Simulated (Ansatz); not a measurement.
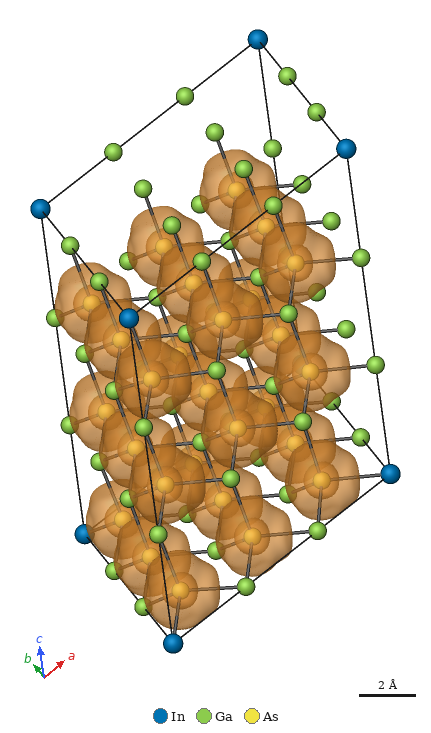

InGa26As27 (cell with a defect). Isosurface of the ELF at 0.55 (orange), seen slightly off an axis. Only the valence region is drawn (cores and ρ < 0.01 e/Å³ removed). Sticks mark near contacts.

Computed pressure about 4 GPa in this cell.

Method: DFT, PBE, plane-wave PAW, default files, scalar-relativistic, frozen cores (Ansatz).

InGa26As27 (cell with a defect), 54 atoms, a = 11.99 Å, b = 11.99 Å, c = 11.99 Å, α = 60.00°, β = 60.00°, γ = 60.00°.

**Where are the electrons localised?**

The ELF exceeds this value in 27 regions on As in which the atom's valence shell and bonds are merged, counted in one cell of 54 atoms. Any copies at cell faces, edges or corners count once. Along the contacts the grid gives the following. Ga–As (2.43 Å): the ELF peaks at about 0.80 between the atoms: a shared electron pair. In–As (2.57 Å): the ELF peaks at about 0.75 between the atoms; a covalent bond.

**Does the calculation give a band gap?**

It is gapped, with a Kohn–Sham gap of 0.51 eV on the k-point mesh, an upper bound to the gap of this method.
